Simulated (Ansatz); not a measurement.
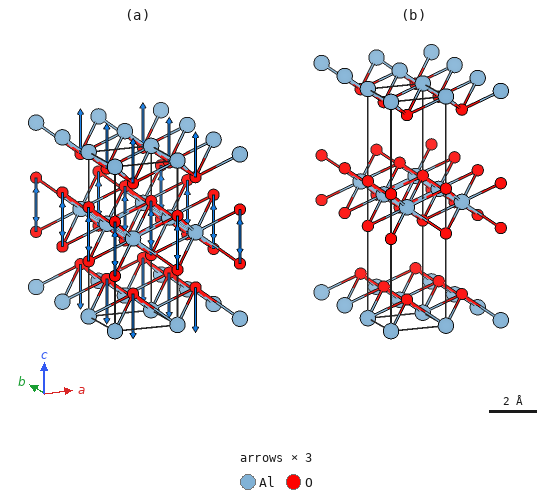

The structure of solid AlO$_{2}$ (a generated structure, set up in I4/mmm) (coarse preliminary run) before (left) and after (right) a relaxation, at one scale. The blue arrows give the displacements (the part carried along by the change of the cell is left out), 3 times their true length.

A ball-and-stick model of the conventional cell (2 times the calculation's cell), repeated 2 × 3 × 1 with one cell outlined, seen slightly off an axis. Lengths and directions refer to the drawn axes.

These are results of DFT PBE, scalar-relativistic, plane waves, PAW in Ansatz 0.2.0, not measurements. Set-up: plane-wave cutoff 420 eV; k-point mesh 8 × 8 × 8; occupations gaussian; smearing width 0.1 eV; collinear spin; cell and atoms relaxed; force threshold 0.04 eV/Å; at most 70 steps.

**Summarise the run.**

The largest moves relative to the cell, 0.68 Å, are those of O atoms. Al stays in place. The volume changes by +7.9 %, with a = b 2.929 → 2.576 Å (−12.1 %), c 7.310 → 10.197 Å (+39.5 %). Near-neighbour distances that change, for instance: Al–O 2.394 → 2.076 Å. The space group stays I4/mmm (No. 139). The energy falls by 733 meV per atom in 16 accepted moves (21 points after the start). The largest force component goes from 3 to 0.00099 eV/Å. The pressure goes from −28.16 to 0.04 GPa. At 5 points the geometry stayed and the basis and grid were re-selected for the new cell (energy shift of 15.6 meV per atom at most each time).
